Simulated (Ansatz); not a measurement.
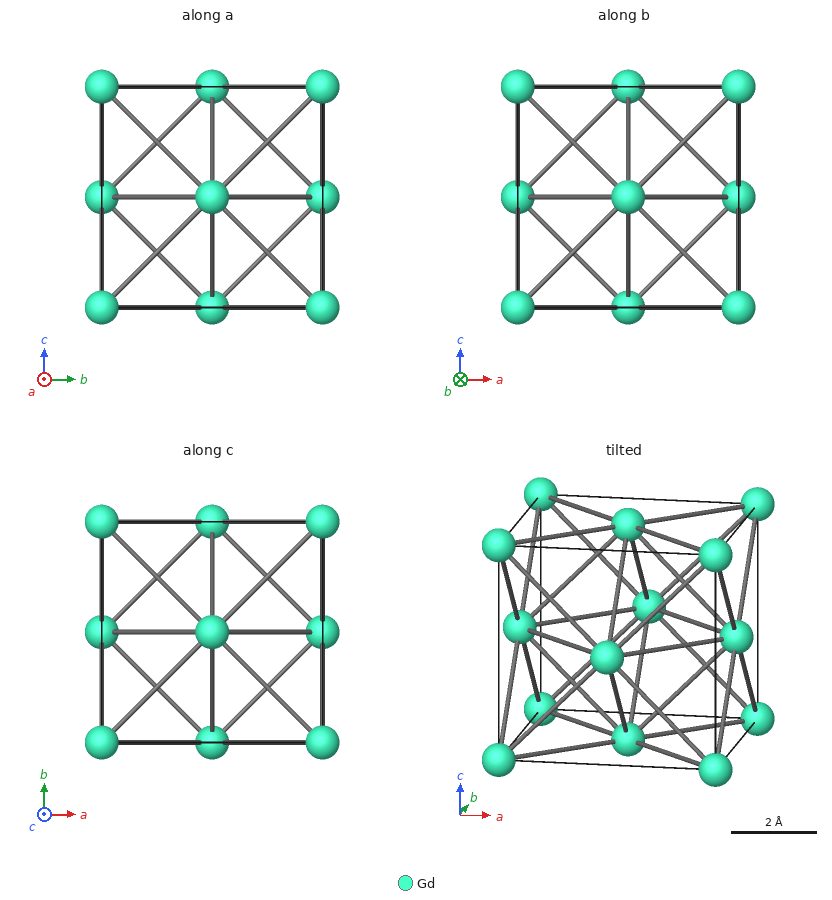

Drawn in the ball-and-stick manner and seen along the a axis, along the b axis, along the c axis and slightly off an axis. The edges of the conventional unit cell are marked.

Lattice parameters: a = 5.2348 Å, b = 5.2348 Å, c = 5.2348 Å, α = 90.000°, β = 90.000°, γ = 90.000°.

Put the structure into a CIF with its space group and independent sites.

Answer.
```cif
data_structure
_symmetry_space_group_name_H-M 'F m -3 m'
_symmetry_Int_Tables_number 225
_cell_length_a 5.2348
_cell_length_b 5.2348
_cell_length_c 5.2348
_cell_angle_alpha 90.000
_cell_angle_beta 90.000
_cell_angle_gamma 90.000
_cell_volume 143.45
loop_
_atom_site_label
_atom_site_type_symbol
_atom_site_symmetry_multiplicity
_atom_site_Wyckoff_symbol
_atom_site_fract_x
_atom_site_fract_y
_atom_site_fract_z
_atom_site_occupancy
Gd1 Gd 4 a 0.0000 0.0000 0.0000 1
```

The structure was taken from a structure type filled with this element by a generator (whether the element takes this form wasn't checked). Earlier steps of the study may have refined or changed the cell and positions. A calculation with Ansatz used it as input.
